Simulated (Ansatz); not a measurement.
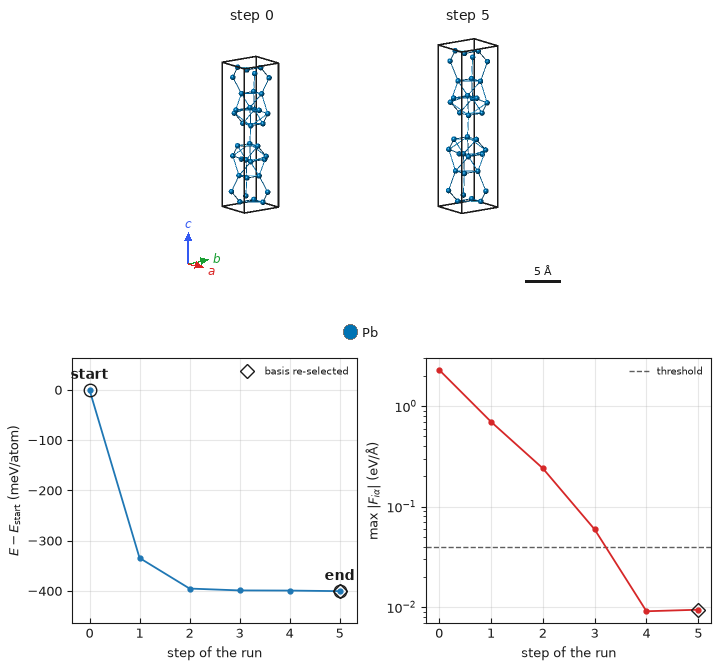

First and last geometry of a relaxation of solid Pb (built on the alpha-boron_166 type) (coarse preliminary run), with the history of the run. A ball-and-stick model of the conventional cell (3 times the calculation's cell), seen slightly off an axis. Lengths and directions refer to the drawn axes.

Case: alpha-boron type (R-3m, No. 166).

Computed with DFT PBEsol, scalar-relativistic, plane waves, PAW in Ansatz.

Input file:
```yaml
crystal:
  lattice:
    - [4.0642957108, 2.3465222228, 6.931258692]
    - [-4.0642957108, 2.3465222228, 6.931258692]
    - [0.0, -4.6930444453, 6.931258692]
  atoms:
    - { symbol: Pb, position: [0.01019, 0.65361, 0.01019] }
    - { symbol: Pb, position: [0.01019, 0.01019, 0.65361] }
    - { symbol: Pb, position: [0.65361, 0.01019, 0.01019] }
    - { symbol: Pb, position: [0.98981, 0.34639, 0.98981] }
    - { symbol: Pb, position: [0.34639, 0.98981, 0.98981] }
    - { symbol: Pb, position: [0.98981, 0.98981, 0.34639] }
    - { symbol: Pb, position: [0.22118, 0.6306, 0.22118] }
    - { symbol: Pb, position: [0.22118, 0.22118, 0.6306] }
    - { symbol: Pb, position: [0.6306, 0.22118, 0.22118] }
    - { symbol: Pb, position: [0.77882, 0.3694, 0.77882] }
    - { symbol: Pb, position: [0.3694, 0.77882, 0.77882] }
    - { symbol: Pb, position: [0.77882, 0.77882, 0.3694] }
basis:
  ecutwfc: 420
kpoints:
  mp_grid: { grid: [3, 3, 3] }
hamiltonian:
  xc: pbesol
scf:
  occupations: { method: gaussian, width: 0.1 }
  lower_state_search: "off"
output:
  forces: true
  stress: true
  eigenvalues: true
relax:
  adjacent_minimum: "off"
  f_tol: 0.04
  max_steps: 70
  cell: { stress_tol: 0.4 }
```

**Did the run converge, and what did it change?**

It converged. The largest moves relative to the cell, 0.15 Å, are those of Pb1, Pb2, Pb3, Pb4, Pb5 and Pb6. Pb6 goes along [−1 −2 −1]. The volume changes by +26.1 %, with a = b 8.129 → 8.626 Å (+6.1 %), c 20.794 → 23.288 Å (+12.0 %). Near-neighbour distances that change, for instance: Pb1–Pb4 2.762 → 3.188 Å, Pb1–Pb2 2.898 → 3.231 Å, Pb7–Pb11 2.950 → 3.283 Å, Pb1–Pb7 2.975 → 3.241 Å. Bond angles that change, for instance: Pb4–Pb1–Pb7 129.2° → 135.4°, Pb2–Pb1–Pb4 115.0° → 109.8°, Pb11–Pb1–Pb12 107.0° → 110.2°. The space group stays R-3m (No. 166). The energy falls by 400 meV per atom in 4 accepted moves (5 points after the start). The largest force component goes from 2.3 to 0.0094 eV/Å. The pressure goes from 14.86 to 0.05 GPa. The SCF was repeated once at an unchanged geometry on a basis and grid sized afresh for the cell, which shifted the energy by 1.1 meV per atom at most.
